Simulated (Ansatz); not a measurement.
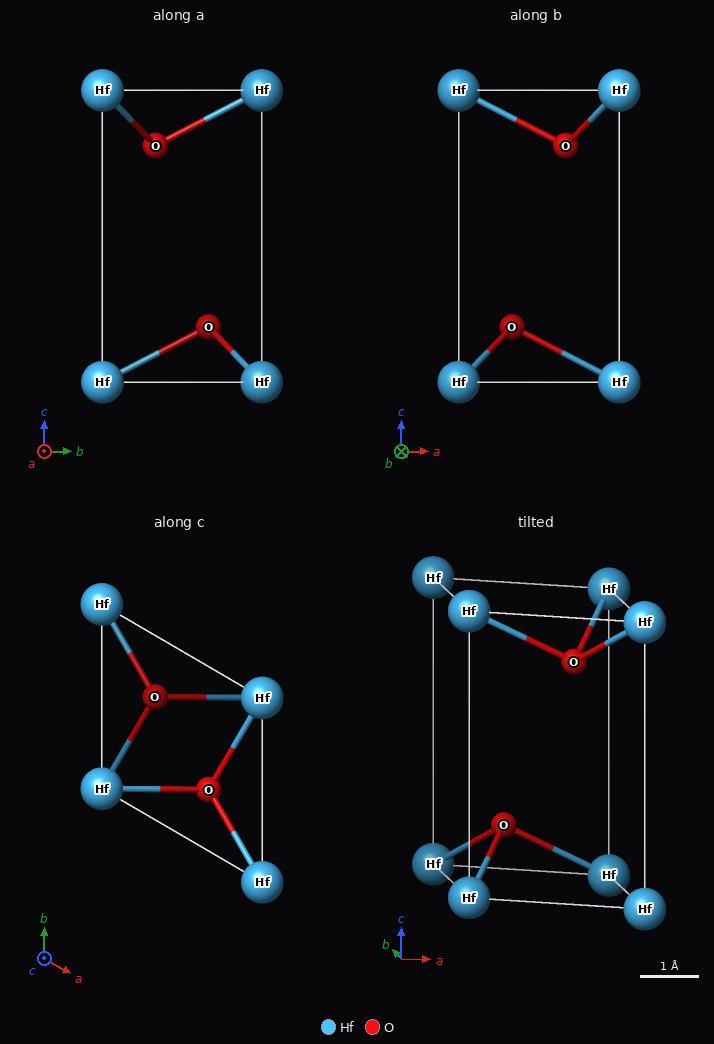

We look at a ball-and-stick model of the crystal along the a axis, along the b axis, along the c axis and slightly off an axis. Thin lines show the unit cell, with boundary atoms drawn in all their periodic places.

Lattice parameters: a = 3.2510 Å, b = 3.2269 Å, c = 5.1068 Å, α = 90.000°, β = 90.000°, γ = 120.247°.

Convert the drawing into a CIF in P1 with every atom of the cell, with free fractional coordinates to two decimals.

Answer.
```cif
data_structure
_symmetry_space_group_name_H-M 'P 1'
_symmetry_Int_Tables_number 1
_cell_length_a 3.2510
_cell_length_b 3.2269
_cell_length_c 5.1068
_cell_angle_alpha 90.000
_cell_angle_beta 90.000
_cell_angle_gamma 120.247
_cell_volume 46.28
loop_
_atom_site_label
_atom_site_type_symbol
_atom_site_fract_x
_atom_site_fract_y
_atom_site_fract_z
_atom_site_occupancy
Hf1 Hf 0.00 0.00 0.00 1
O1 O 0.33 0.67 0.19 1
O2 O 0.67 0.33 0.81 1
```

Provenance: a structure type filled with these elements by a generator (whether the compound takes this form wasn't checked). The cell was then strained or its atoms displaced on purpose. It was run through Ansatz as a DFT input.
